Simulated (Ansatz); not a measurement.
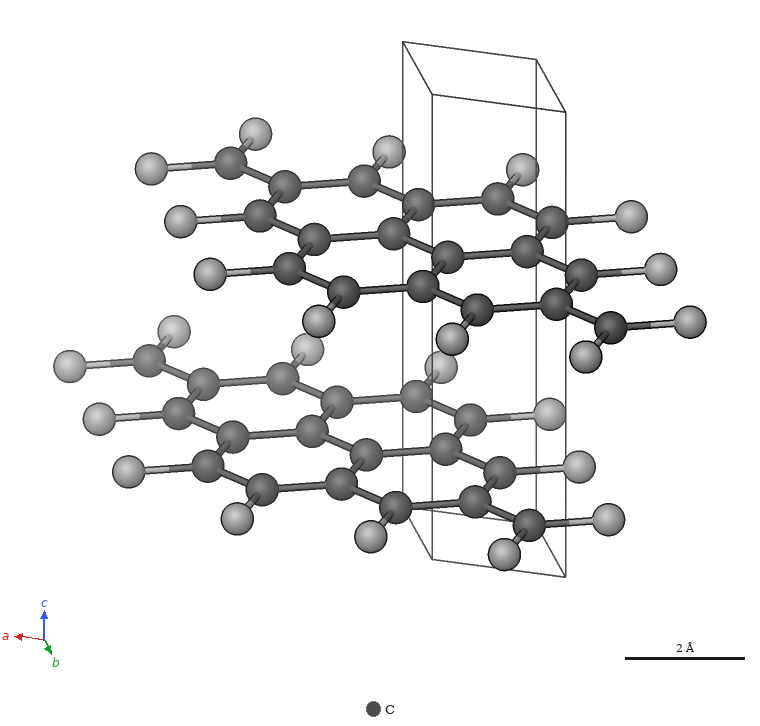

**Figure 1.** The structure as given in the input (ball-and-stick view of the cell of the calculation, repeated 3 × 3 × 1, seen at an oblique angle; neighbours outside the cell are drawn fainter). An atom can appear more than once, as a periodic image.

## Single-point calculation, with input and output: C

- system: C (Cmme, 4 atoms in the cell)
- method: DFT PBE, scalar-relativistic, plane waves, PAW, PAW set soft_1, no spin polarisation (Ansatz 0.2.0)

The structure derives from a Materials Project entry. Figures and captions count atoms from 1; the log counts them from 0 in places.

Log:
```
Engine: ansatz 0.2.0, aarch64-unknown-linux-gnu
Pseudopotentials: kind: paw
Pseudopotential: C, paw, valence charge 4, recommended cutoff 420 eV (normal), [file]
Functional definition: PBE
  parameter kappa = 0.804
  parameter beta = 0.06672455060314922
  exchange = pbe_x(kappa = kappa, mu = beta*pi^2/3)
  correlation = pbe_c(beta = beta)
Crystal: 4 atoms, lattice volume = 40.980 Å³
Basis set: ecut = 520 eV, 1141 PW (Γ), exchange–correlation on 36×36×128 points (8 copies of the dense FFT grid, shifted against one another)
Bands: 12, of which v1, the nominal top of the filled ones, is band 8 counted from 1 (7 counted from 0)
Symmetry: 8 space group operations
Space group: Cmme (ITA 67), of the structure as read, at distance tolerance 3.4e-5 Å
k-points: 484 of 2646
Non-local potential: C, projectors of the file, l = 0: 2, l = 1: 2, l = 2: 1
PAW form: soft (Blöchl's): semilocal exchange-correlation on the pseudo side does not see the compensation charge
PAW one-centre angular grid: C, 110 points (default); XC on 64 Gauss nodes
Initial density: superposition of atomic densities (chi_scale 0.1, normalization cell)
Initial wavefunctions: pseudopotential atomic-orbital guess
Functional: x = pbe(κ = 0.804, μ = 0.2195149727645171), c = pbe(β = 0.06672455060314922)
SCF iter   1: F=—  HF=-1006.523825 eV  |F-HF|=—  |Δ(HF+E_count)|=         —  Δρ=1.39e-1  dr2=7.33e0  ethr=3.10e-3  ⟨swp⟩=5.4  Hψ=35184  notcnv=0
preconditioner: auto → none  [insulator: Δε(μ)=0.334 eV  Ē_g=17.632 eV  σ=0.150 eV  W_gap=0.88  n_scr=6 (ndim 8)  ℏωp=23.2 eV  f_vac=0.126  D(μ)=0.02/eV (n_scr^D=0)  ε∞_Penn≈2.7]
SCF iter   2: F=—  HF=-1003.406846 eV  |F-HF|=—  |Δ(HF+E_count)|=    3.12e0  Δρ=4.74e-2  dr2=5.73e-1  ethr=3.10e-3  ⟨swp⟩=3.1  Hψ=17510  notcnv=0
SCF iter   3: F=—  HF=-1003.223780 eV  |F-HF|=—  |Δ(HF+E_count)|=   1.83e-1  Δρ=9.15e-3  dr2=1.07e-2  ethr=3.10e-3  ⟨swp⟩=3.0  Hψ=14999  notcnv=0
SCF iter   4: F=—  HF=-1003.225966 eV  |F-HF|=—  |Δ(HF+E_count)|=   2.19e-3  Δρ=5.54e-4  dr2=2.63e-4  ethr=6.68e-5  ⟨swp⟩=2.6  Hψ=9710  notcnv=0
SCF iter   5: F=—  HF=-1003.225854 eV  |F-HF|=—  |Δ(HF+E_count)|=   1.12e-4  Δρ=7.72e-5  dr2=3.16e-6  ethr=1.65e-6  ⟨swp⟩=2.3  Hψ=9613  notcnv=0
SCF iter   6: F=—  HF=-1003.225861 eV  |F-HF|=—  |Δ(HF+E_count)|=   6.56e-6  Δρ=2.64e-5  dr2=1.49e-6  ethr=6.25e-10  ⟨swp⟩=13.5  Hψ=56257  notcnv=0
SCF iter   7: F=-1003.225860 eV  HF=-1003.225860 eV  |F-HF|=9.87e-9  |Δ(HF+E_count)|=   4.12e-7  Δρ=1.03e-5  dr2=2.73e-8  ethr=6.25e-10  ⟨swp⟩=7.6  Hψ=38036  notcnv=0
SCF 1 converged in 7 iterations: F = -1003.225860 eV  dr2 = 2.73e-8
  greatest PAW one-centre occupation: 0.700 electrons in one spin orbital (limit 2), on the C atom at site 3 (counted from 0), in its partial waves of l = 0
```

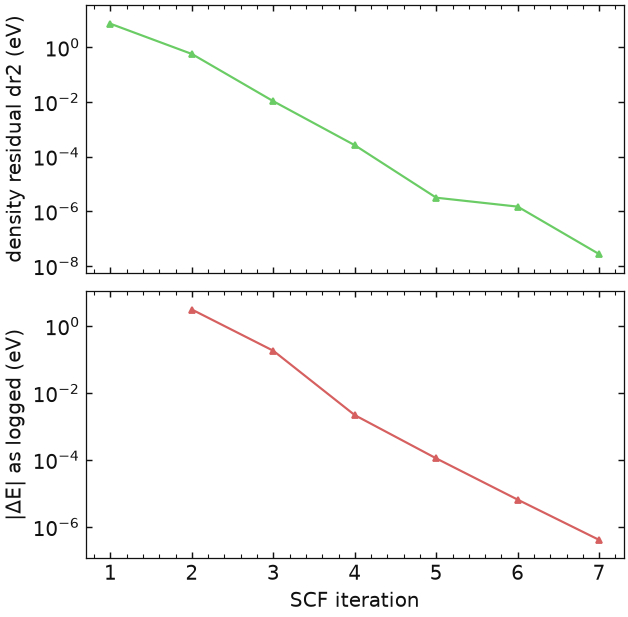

**Figure 2.** Convergence of the self-consistent field: density residual dr2 and size of the energy change against the SCF iteration. The residual falls at every step.

```
SCF converged after 7 iterations
Free energy (F): -1003.225860 eV
Harris-Foulkes:  -1003.225860 eV  (|F-HF|=9.87e-9)
Internal energy: -1003.225419 eV  (E = F + TS)
E sigma→0 (E₀):  -1003.225639 eV
Entropy (-TS):   -0.000442 eV (-0.110 meV/atom)
Fermi energy:    5.572480 eV
--- Per-component energies (eV) ---
  E_band       = -65.351318
  E_kinetic    = 369.125675
  E_local      = -932.260373  (includes V_loc(G=0)·N_el)
  E_nonlocal   = 96.831933
  E_hartree    = 335.166626
  E_xc         = -191.545066
  E_vxc        = -236.090931  (∫ρ·V_xc dr)
  E_paw        = -402.051299  (= ΣΔE_a)
  E_vpaw       = -33.291206  (= ΣTr[D̂ρ^β])
  E_aug_tail   = 0.000002  (compensation charges beyond the density's cutoff)
  E_ewald      = -278.492917
  E_smearing   = -0.000442  (= −TS)
  E_closure    = -0.000000  (closes the sum)
  Σ components = -1003.225860   (vs F -1003.225860, Δ=0.00e0)
--- Forces (eV/Å), atoms counted from 1 ---
  atom   1  C      0.00000000    -0.56972511     0.00000916
  atom   2  C      0.00000000    -0.56972511    -0.00000916
  atom   3  C      0.00000000     0.56972511    -0.00000916
  atom   4  C      0.00000000     0.56972511     0.00000916
  max |Σ_I F_I| component: 0.00e0 eV/Å
--- Stress (GPa, compression-positive) ---
       61.355061      -0.000000       0.000000
       -0.000000      38.016737       0.000000
        0.000000       0.000000       0.071078
  P = ⅓ Tr σ = 33.1476 GPa (331.476 kbar)
--- Band table (eV; the first three rows and the last of 484) ---
  k-point 0: bands = ["-15.0243", "-14.9889", "-3.1887", "-2.7214", "2.4938", "2.4950", "2.6633", "2.6649", "8.1998", "11.5657", "14.3460", "14.3518"]
  k-point 1: bands = ["-15.0219", "-14.9913", "-3.1596", "-2.7552", "2.4939", "2.4949", "2.6634", "2.6648", "8.3520", "11.1558", "14.3464", "14.3515"]
  k-point 2: bands = ["-15.0155", "-14.9978", "-3.0786", "-2.8455", "2.4941", "2.4947", "2.6637", "2.6645", "8.7927", "10.3204", "14.3474", "14.3504"]
  k-point 483: bands = ["-9.6989", "-9.6986", "-8.2344", "-8.2342", "-0.8828", "-0.8827", "2.5788", "2.5815", "7.3944", "7.3980", "14.8985", "14.8991"]
```

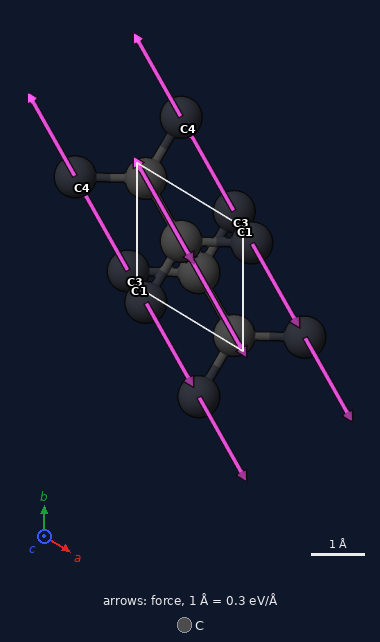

**Figure 3.** Forces on the atoms as pink arrows (ball-and-stick view of the cell of the calculation, along the c axis; neighbours outside the cell are drawn fainter; atoms are numbered from 1 in the order of the input). The largest act on all 4 C atoms (0.57 eV/Å). The geometry is not a stationary point of this energy.

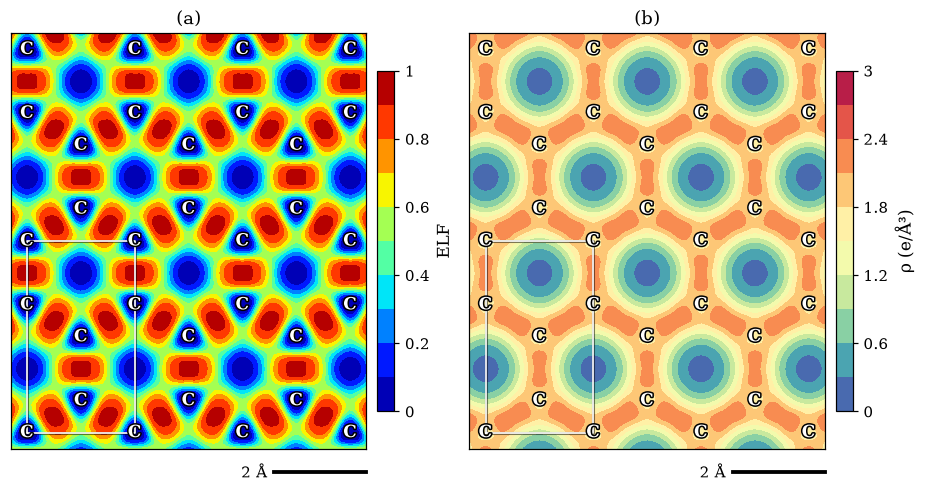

**Figure 4.** (a) electron localisation function; (b) valence charge density (pseudo) on the (001) plane of the conventional cell. The section cuts through C sites. C–C (1.36 Å): ρ is about 2.3 e/Å³ halfway, a local maximum along the line; the ELF peaks at about 0.95 between the atoms; a double or triple bond. Away from the nuclei the density in this plane falls to 0.19 e/Å³ at its lowest. Core electrons are frozen (PAW), so the fields are smoothed inside the atomic spheres.

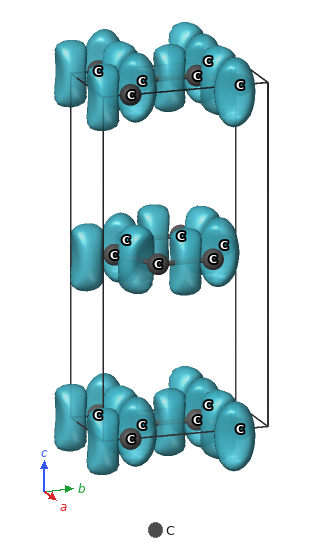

**Figure 5.** Isosurface of the electron localisation function at 0.7 (cyan), seen slightly off an axis. Only the valence region is drawn (cores and ρ < 0.01 e/Å³ removed). Sticks mark near contacts. The outline is the cell set on symmetry axes. Along the contacts the grid gives the following. C–C (1.36 Å): the ELF peaks at about 0.95 between the atoms; a multiple bond by its length, whose ELF region spreads away from the axis.

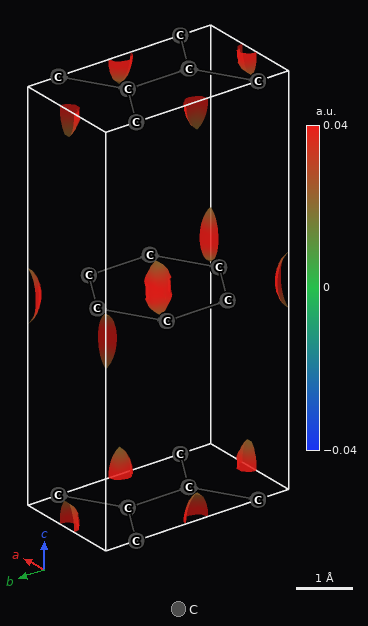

**Figure 6.** Non-covalent interaction (NCI) plot: the surface where the reduced density gradient is 0.5, for densities under 0.05 a.u., coloured by sign(λ₂)ρ; seen at an oblique angle. The outline is the cell set on symmetry axes.

This output came from the following input.

Input:
```yaml
crystal:
  lattice:
    - [1.1667599637, -2.0756330332, 0.0]
    - [1.1667599637, 2.0756330332, 0.0]
    - [0.0, 0.0, 8.4607695543]
  atoms:
    - { symbol: C, position: [0.0833329406, 0.9166670594, 0.7503043452] }
    - { symbol: C, position: [0.5833329406, 0.4166670594, 0.2496956548] }
    - { symbol: C, position: [0.9166670594, 0.0833329406, 0.2496956548] }
    - { symbol: C, position: [0.4166670594, 0.5833329406, 0.7503043452] }
basis:
  ecutwfc: 520.0
kpoints:
  mp_grid: { grid: [21, 21, 6] }
hamiltonian:
  xc: pbe
  pseudopotentials: { kind: paw, azcp: { folder: soft_1 } }
scf:
  occupations: { method: gaussian, width: 0.15 }
output:
  forces: true
  stress: true
  eigenvalues: true
  write_density: true
  write_potential: true
  elf: true
  volumetric_format: npy
```

Launch command:
```bash
ansatz run input.yaml --threads 2 --pin off --max-ram 4096MiB --backend cpu --events-out ev --progress --plain --runs-dir out
```

Summary:

| quantity | value |
| --- | --- |
| outcome | converged |
| space group (tolerance 0.01 Å) | Cmme (67) |
| electrons treated | 16 |
| free energy | −1003.2259 eV |
| Fermi energy | 5.572 eV |
| gap on the k-point mesh | 0.21 eV |
| pressure | 33.15 GPa |
| largest force (length of the vector) | 0.570 eV/Å |
| hardware | 2 threads of Arm Neoverse V1, 24 GiB of memory available, shared host |
| wall time | 16 s (CPU time 33 s) |
| peak memory | 0.53 GiB |
